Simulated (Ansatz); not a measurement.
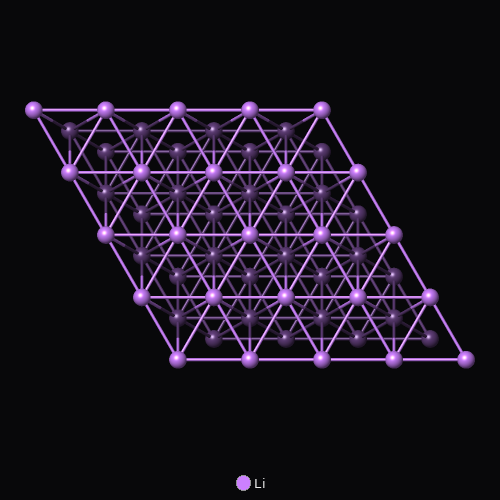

The system is B on a Li(111) slab cut from the Fm-3m phase (12 atoms of substrate and one adsorbate in a 2 × 2 cell); the picture shows it without the atoms that are moved over the map. 
- One B atom a 2 × 2 cell is placed over a mesh of places on the rigid (1 1 1) surface, and only its height is relaxed.
- Places are given modulo a cell vector. The map is drawn in real space over the plane of the surface.
- Grid: 4 × 4 points.
- Places are given in fractions of the 1 × 1 surface cell.
- All energies are given in eV relative to the lowest grid point.
- This mesh misses the points at thirds of the hexagonal cell.
- All numbers below come from DFT PBE+D3(BJ), scalar-relativistic, plane waves, PAW (Ansatz 0.2.0).

Range: place along a₁ from 0.00 to 0.75; place along a₂ from 0.00 to 0.75.

What will the energy surface look like?

Answer. The lowest grid point is at a bridge site between two Li atoms, (0/4, 2/4) of the cell vectors. The same energy is found at a bridge site between two Li atoms, (2/4, 0/4) of the cell vectors; a bridge site between two Li atoms, (2/4, 2/4) of the cell vectors. The highest grid point, the top site over a surface Li atom, (0/4, 0/4) of the cell vectors, lies 0.674 eV above the lowest. At the lowest point the adsorbate has 2 Li at 2.04 Å as nearest neighbours, at the highest 1 Li at 1.96 Å. Its relaxed height above the top atom is 1.41 Å at the lowest and 1.96 Å at the highest point.

```csv
"place along a₂ ↓, place along a₁ →",0/4,1/4,2/4,3/4
3/4,0.460,0.033,0.033,0.460
2/4,0.000,0.033,0.000,0.032
1/4,0.460,0.460,0.032,0.032
0/4,0.674,0.460,0.000,0.460
```

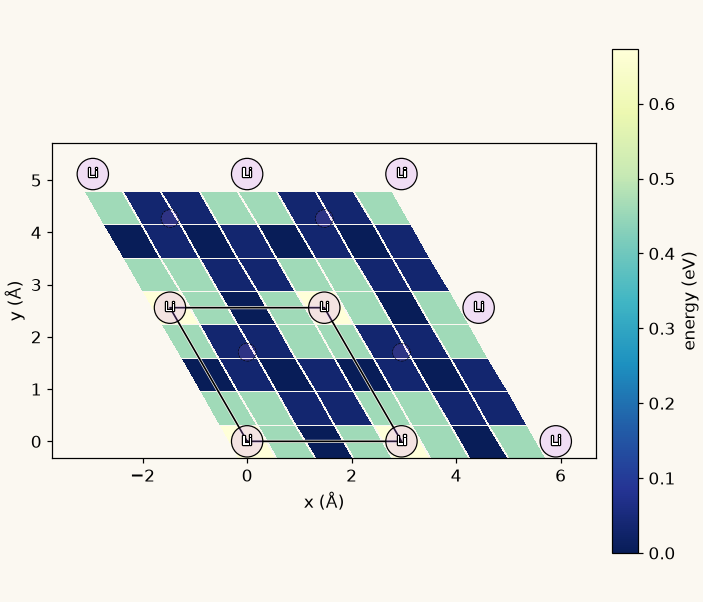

In the figure: one coloured cell a grid point, labelled circles for the atoms of the top layer and small ones for the second layer, the outline of one cell of the 2 × 2 shown.
